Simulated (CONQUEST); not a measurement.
## Band-structure run of AlN

- system: AlN (P1, 8 atoms in the cell)
- method: Kohn-Sham DFT of a periodic cell, WC, PseudoDojo NC PBEsol, no spin polarisation (CONQUEST 1.3)

The structure derives from a Materials Project entry. It belongs to a series of runs on one base structure; here: atoms moved at random by about 0.15 A.

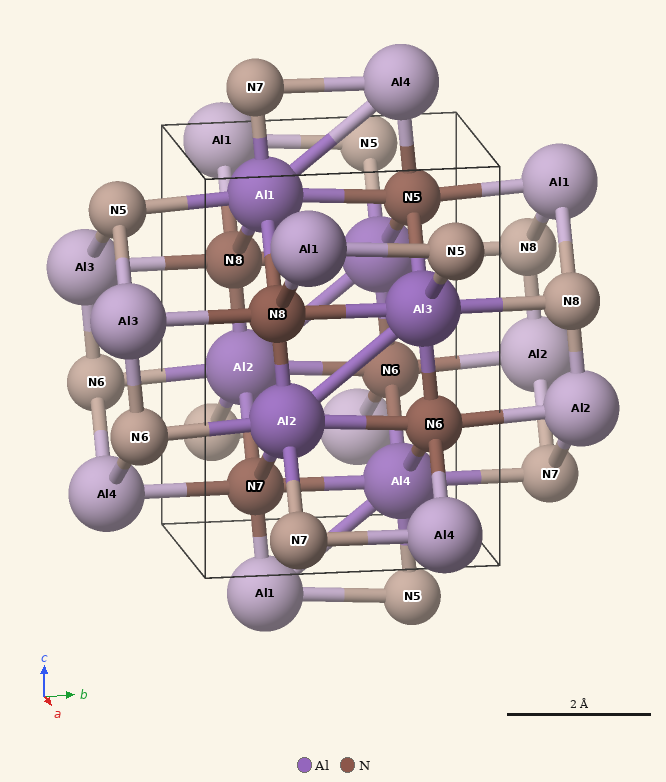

Fig. 1: The structure (ball-and-stick view of the cell of the calculation, seen slightly off an axis; neighbours outside the cell are drawn fainter; atoms are numbered from 1 in the order of the input).

**Key numbers**

- outcome: converged
- space group (tolerance 0.01 Å): P1 (1)
- electrons treated: 32
- Fermi energy of the self-consistent step: −5.651 eV
- gap on the band path: 3.38 eV
- hardware: 1 thread of AMD EPYC (Zen 5), 16 GiB of memory available, shared host
- wall time: 6.1 s
- peak memory: 0.53 GiB

**Notes**

Further notes kept with the run: read_and_write: Functional in input file differs to pseudopotential but proceeding: 104 -116133. Points of doubt noted for this run: output prints bohr positions as angstrom; potential of other functional; small atomic basis.

**Input**
```
IO.Title AlN
IO.Coordinates coords.dat
IO.FractionalAtomicCoords F
IO.Iprint 2
IO.Iprint_init 1
General.NumberOfSpecies 2
General.PseudopotentialType hamann
General.DistanceUnits A
General.FunctionalType 104
General.DifferentFunctional T
AtomMove.TypeOfRun static
AtomMove.FullStress T
Grid.GridCutoff 150
DM.SolutionMethod diagon
Diag.MPMesh F
Diag.kT 0.00099223
minE.SCTolerance 1e-6
SC.MaxIters 100
minE.SelfConsistent F
General.LoadRho T
Diag.KspaceLines T
Diag.NumKptLines 12
Diag.NumKpts 8
IO.writeDOS T
%block ChemicalSpeciesLabel
1 26.980 Al
2 14.010 N
%endblock
%block Diag.KpointLines
0.000000 0.000000 0.000000
0.500000 0.000000 0.000000
0.500000 0.000000 0.000000
0.500000 0.500000 0.000000
0.500000 0.500000 0.000000
0.000000 0.500000 0.000000
0.000000 0.500000 0.000000
0.000000 0.000000 0.000000
0.000000 0.000000 0.000000
0.000000 0.000000 0.500000
0.000000 0.000000 0.500000
0.500000 0.000000 0.500000
0.500000 0.000000 0.500000
0.500000 0.500000 0.500000
0.500000 0.500000 0.500000
0.000000 0.500000 0.500000
0.000000 0.500000 0.500000
0.000000 0.000000 0.500000
0.000000 0.500000 0.000000
0.000000 0.500000 0.500000
0.500000 0.000000 0.500000
0.500000 0.000000 0.000000
0.500000 0.500000 0.000000
0.500000 0.500000 0.500000
%endblock
```

Command:
```bash
Conquest (self-consistent run, then this one in the same folder)
```

**Output**
```
Simulation cell dimensions:     3.3121 A  x     4.1876 A  x     5.7368 A

      Atomic coordinates (A )
         Atom         X         Y         Z  Species
            1    3.1097    2.1964    9.5895        1
            2    6.2392    2.1964    4.1690        1
            3    0.1675    5.8124    7.1128        1
            4    3.2970    5.8124    1.6924        1
            5    2.9521    6.1728    9.3035        2
            6    6.0816    6.1728    3.8831        2
            7    3.0830    1.9351    1.6656        2
            8    6.2125    1.9351    7.0860        2
    Using
        This calculation includes non-local pseudopotentials,
         with a maximum core radius of      8.23709393

    Job title: AlN
    Job to be run: static calculation

    Ground state search:
      Support functions represented with PAO basis
      1:1 PAO to SF mapping
      Non-spin-polarised electrons
      Solving for the K matrix using diagonalisation
      Using Fermi-Dirac smearing

    Integration grid size:     36 x   48 x   60

    Integration grid spacing:  0.092 A  x 0.087 A  x 0.096 A

    Number of species:  2
    --------------------------------------------------------
    |   #  mass (au)  Charge (e)  SF Rad (A )  NSF  Label  |
    --------------------------------------------------------
    |   1     26.980       3.000        4.494    9  Al     |
    |   2     14.010       5.000        3.060    9  N      |
    --------------------------------------------------------

    The functional used will be GGA WC

           radial cut-off to be used is taken to be max PAO cut-off radius for this species:    8.237094

           greatest ang. mom. for making density from PAOs:  2

           radial cut-off to be used is taken to be max PAO cut-off radius for this species:    5.483972

           greatest ang. mom. for making density from PAOs:  2
    Minimum blocs/proc is     1620. Maximum blocs/proc is     1620
    set_atom_dens: In set_atomic_density, electrons :      32.000000000000
 matrix_size & matrix_size_padH =           72          72

    Screened ion int: energy:     -33.047264502717 Ha

          Harris-Foulkes Energy            :       -50.791320523223042 Ha
          (TS=0 as O(N) or entropic contribution is negligible)
          DFT Total Energy                 :       -50.714894899105943 Ha
          Total number of electrons        :        31.999972154131161
      | Number of electrons      =        31.999972
      |* band energy as 2Tr[K.H] =       -16.728892151412854 Ha
      |  screened ion-ion energy =       -33.047264502717368 Ha
      |  Ha correction           =        -2.553520635263616 Ha
      |  XC correction           =         1.538356766170780 Ha
      |* Harris-Foulkes energy   =       -50.791320523223042 Ha
      |* DFT total energy        =       -50.714894899105943 Ha
      |  estimated accuracy      =        -0.076425624117100 Ha
    get_E_and_F: Change in energy during last step of electronic optimisation:  0.00000E+00

    BIBLIOGRAPHY: Please consider citing the following references in the conquest.bib file

    CONQUEST:         Bowler2002pt, Miyazaki2004, Nakata2020
    Basis:            Bowler2019
    DM:               Bowler:2006xr
    Pseudopotentials: Hamann2013, Bowler2019
    XC functional:    Wu2006

    Warnings written to file Conquest_warnings; please check
```

**File coords.dat**
```
    3.3121157420     0.0000000000     0.0000000000
    0.0000000000     4.1875630000     0.0000000000
    0.0000000000     0.0000000000     5.7367527450
8
  1.6455617762   1.1622874236   5.0745306919 1 T T T
  3.3016196472   1.1622874236   2.2061543194 1 T T T
  0.0886140006   3.0757650235   3.7639494487 1 T T T
  1.7446718716   3.0757650235   0.8955730762 1 T T T
  1.5621908548   3.2665168933   4.9232209699 2 T T T
  3.2182487258   3.2665168933   2.0548445974 2 T T T
  1.6314471950   1.0240266560   0.8813860866 2 T T T
  3.2875050660   1.0240266560   3.7497624591 2 T T T
```
